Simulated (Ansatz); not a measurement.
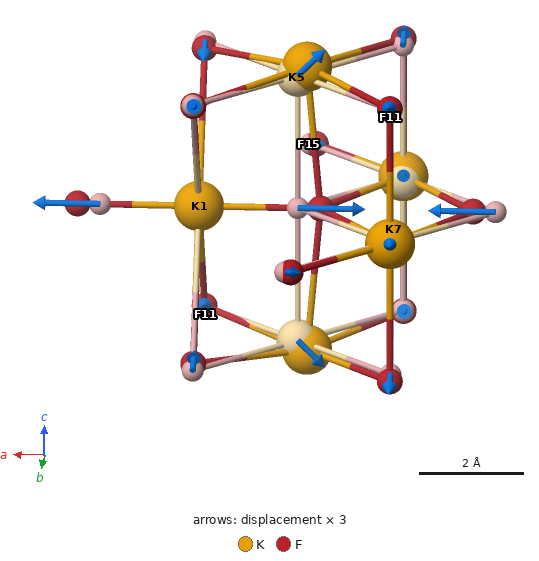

This is a relaxation of a defect cell of composition K7F8 (cell charge −1) (started half-way along a vacancy jump, in the symmetry of that start). The starting structure is drawn faded, the final one solid; blue arrows show the displacements, magnified 3 times.

A ball-and-stick model of the atoms within 4.2 Å of the atom that moves most (axes of the conventional cell (2 times the calculation's cell)), seen from a free direction. Lengths and directions refer to the drawn axes.

The calculation used DFT PBE, scalar-relativistic, plane waves, PAW in Ansatz.

Input file:
```yaml
crystal:
  lattice:
    - [0.0, 5.4191884945, -5.4191884945]
    - [5.4191884945, 5.4191884945, 0.0]
    - [5.4191884945, 0.0, -5.4191884945]
  atoms:
    - { symbol: K, position: [0.5, -0.25, 0.0] }
    - { symbol: K, position: [1.0, 0.5, 0.0] }
    - { symbol: K, position: [1.0, 0.0, 0.0] }
    - { symbol: K, position: [0.5, 0.5, 0.5] }
    - { symbol: K, position: [0.5, 0.0, 0.5] }
    - { symbol: K, position: [1.0, 0.5, 0.5] }
    - { symbol: K, position: [1.0, 0.0, 0.5] }
    - { symbol: F, position: [0.25, 0.75, 0.25] }
    - { symbol: F, position: [0.25, 0.25, 0.25] }
    - { symbol: F, position: [0.75, 0.75, 0.25] }
    - { symbol: F, position: [0.75, 0.25, 0.25] }
    - { symbol: F, position: [0.25, 0.75, 0.75] }
    - { symbol: F, position: [0.25, 0.25, 0.75] }
    - { symbol: F, position: [0.75, 0.75, 0.75] }
    - { symbol: F, position: [0.75, 0.25, 0.75] }
total_charge: -1
basis:
  ecutwfc: 420
kpoints:
  mp_grid: { grid: [4, 4, 4] }
hamiltonian:
  xc: pbe
scf:
  occupations: { method: gaussian, width: 0.05 }
output:
  forces: true
  stress: true
  eigenvalues: true
  write_density: true
  write_potential: true
  elf: true
  volumetric_format: npy
relax:
  adjacent_minimum: "off"
  f_tol: 0.02
  max_steps: 60
  escape_saddle: false
```

Launched with:
```bash
ansatz run input.yaml --threads 4 --pin off --max-ram 9216MiB --backend cpu --events-out ev --progress --plain --runs-dir out
```

> Which element moves most?

Fluorine: up to 0.44 Å, against 0.25 Å for potassium.

> What did the optimiser do to the structure, and how much energy did it gain?

The largest moves, 0.44 Å, are those of F8 and F14. F14 goes along −a. Largest moves by element: F 0.44 Å, K 0.25 Å. The lattice vectors keep their values. Some distances before and after: K1–F14 1.916 → 2.354 Å, K1–K2 3.319 → 3.571 Å, K6–F14 2.710 → 2.506 Å, K2–F14 2.710 → 2.904 Å. Bond angles that change, for instance: K6–F14–K7 90.0° → 107.7°, K2–F14–K5 180.0° → 169.7°, K1–F14–K6 135.0° → 126.1°. After 4 geometry steps the energy has fallen by 2.720 eV per cell of the calculation. Largest force component: 4.8 eV/Å at the start, 0.0045 eV/Å at the end. Cost: 84 s on 4 threads of Arm Neoverse N1 (shared host), peak memory 0.98 GiB.

Limits of the set-up: the periodic images lie only 7.7 Å apart, so the values are limited by the cell's size; the cell is charged, on a uniform background, and energies carry no finite-size correction.
